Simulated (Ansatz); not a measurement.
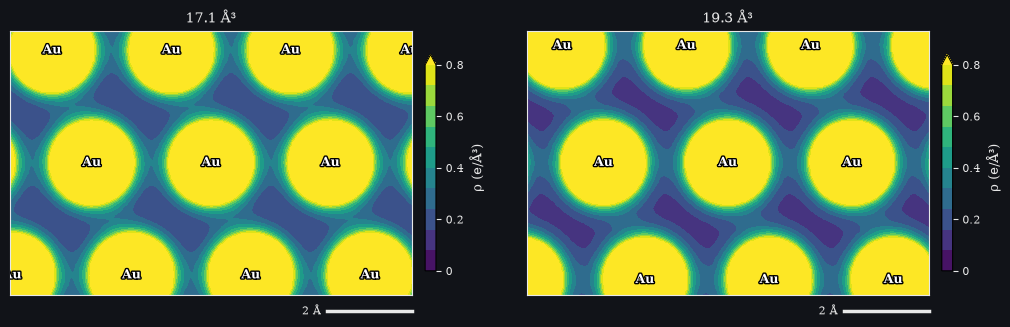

Au. The valence charge density (pseudo) of cells scaled evenly to different volumes (given per atom above each panel), on the (001) plane of each (indices in the axes of the cell below), at one length scale and on one colour scale.

A structure from a database of computed crystals, not necessarily the ambient phase.

Level of theory: Ansatz 0.2.0, Kohn-Sham DFT of a periodic cell, PBEsol, Ansatz PAW.

In a PAW calculation such maps are meaningful between the atoms, not at the nuclei.

The largest cell:

```
Au
1.0
    -1.68977    1.68977    1.68977
     1.68977   -1.68977    1.68977
     1.68977    1.68977   -1.68977
Au
1
Direct
  0.00000 0.00000 0.00000
```

| volume (Å³/atom) | Au–Au contact in the plane (Å) | ρ at its midpoint (e/Å³) | pressure (GPa) | 
| --- | --- | --- | --- |
| 17.11 | 2.812 | 0.322 | −0.3 | 
| 17.48 | 2.832 | ? | ? | 
| 19.30 | 2.927 | 0.252 | −14.4 | 

Q: Estimate the missing row, and compare with the calculation.

A: Over the known rows ln ρ falls by 2.13 per Å of Au–Au distance (the line through the two), which gives 0.309 e/Å³ at 2.832 Å; the calculation gives 0.308 e/Å³. For the pressure, a straight line in volume between the neighbouring rows gives −2.7 GPa; the calculation gives −3.6, lower because pressure rises ever faster on compression.
